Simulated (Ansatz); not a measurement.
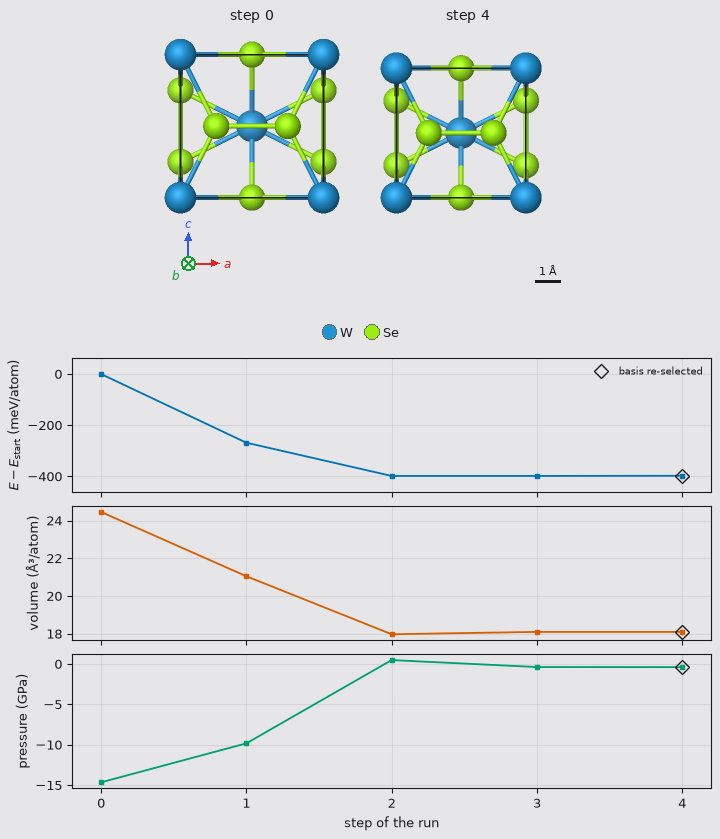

First and last geometry of a relaxation of solid WSe3 (built on the A15_223 type) (coarse preliminary run), with the history of the run. Style: ball-and-stick. Shown: the cell of the calculation, along the b axis.

Case: A15 type (Pm-3n, No. 223).

All numbers below come from Ansatz 0.2.0, DFT r2SCAN, scalar-relativistic, plane waves, PAW. (plane-wave cutoff 500 eV; k-point mesh 4 × 4 × 4; occupations gaussian; smearing width 0.1 eV; collinear spin; cell and atoms relaxed; force threshold 0.04 eV/Å; at most 70 steps)

### Read the history and describe the run.

It converged. The atoms keep their places relative to the cell (all moves are under 0.005 Å). The volume changes by −26.0 %, with a = b = c 5.805 → 5.251 Å (−9.5 %). Among the contacts that change: Se–Se 3.555 → 3.216 Å, Se–W 3.245 → 2.936 Å, Se–Se 2.903 → 2.626 Å. The space group stays Pm-3n (No. 223). After 3 accepted moves (4 points after the start) the energy has fallen by 397 meV per atom. All forces vanish by symmetry, so only the cell relaxes. Pressure: −14.65 GPa at the start and −0.39 GPa at the end. The SCF was repeated once at an unchanged geometry on a basis and grid sized afresh for the cell, which shifted the energy by 0.7 meV per atom at most. The program noted that the starting moments weren't kept.
